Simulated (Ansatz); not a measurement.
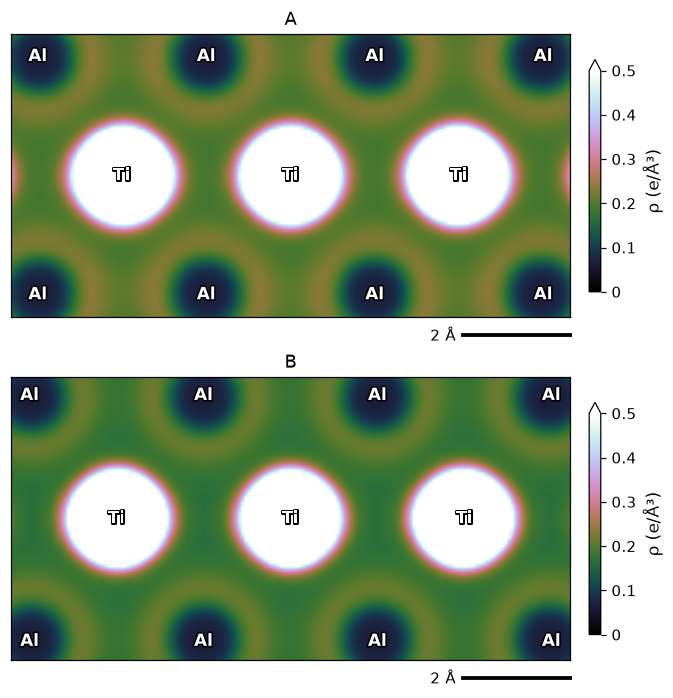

TiAl. The valence charge density (pseudo) of two cells that differ in size, on the (11̄0) plane of each (indices in the axes of the calculation cell), at one length scale and on one colour scale; one has 15.7 and the other 17.3 Å³ an atom.

Level of theory: DFT PBEsol, scalar-relativistic, plane waves, PAW (Ansatz 0.2.0).

The density is the valence pseudo-density of a PAW calculation; it isn't the true density close to the nuclei.

Which panel shows the smaller cell, and what does the compression change?

Answer. Panel A is the smaller cell, by 9 % in volume. From the larger cell to the smaller, Ti–Al goes from 2.82 to 2.73 Å, and the density at its midpoint from 0.18 to 0.2 e/Å³; the pressure goes from −9 to 0.0 GPa.
